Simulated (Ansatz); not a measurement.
Start from this file.

```cif
data_structure
_symmetry_space_group_name_H-M 'P 1'
_symmetry_Int_Tables_number 1
_cell_length_a 2.5545
_cell_length_b 2.5545
_cell_length_c 4.2243
_cell_angle_alpha 90.000
_cell_angle_beta 90.000
_cell_angle_gamma 120.000
_cell_volume 23.87
loop_
_atom_site_label
_atom_site_type_symbol
_atom_site_fract_x
_atom_site_fract_y
_atom_site_fract_z
_atom_site_occupancy
B1 B 0.66667 0.33333 0.99981 1
B2 B 0.33333 0.66667 0.49981 1
N1 N 0.66667 0.33333 0.62519 1
N2 N 0.33333 0.66667 0.12519 1
```

> Summarise the structure in words.

The material is BN. The atoms follow space group P6_3mc (No. 186); the Bravais lattice is primitive hexagonal. The structure type is wurtzite. In the cell are 2 B, 2 N, which makes 2 formula units. Each B atom is coordinated by four N in a tetrahedral arrangement at 1.57 to 1.58 Å. N bonds to four B in a tetrahedral arrangement at 1.57 to 1.58 Å. The bonds build a three-dimensional framework.

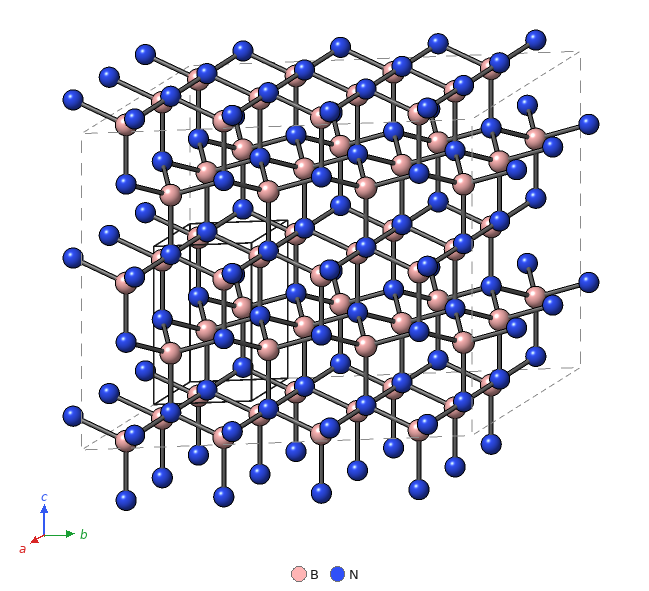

View slightly off an axis, drawn as a ball-and-stick model. Shown are 3×4×2 repeats of the conventional unit cell, one of them outlined in solid lines. Some atoms of the next cells are drawn as well. Colours: boron pink, nitrogen blue.

The model was built from a structure listed in the Materials Project. Relaxation method: DFT PBE, scalar-relativistic, plane waves, PAW in Ansatz.
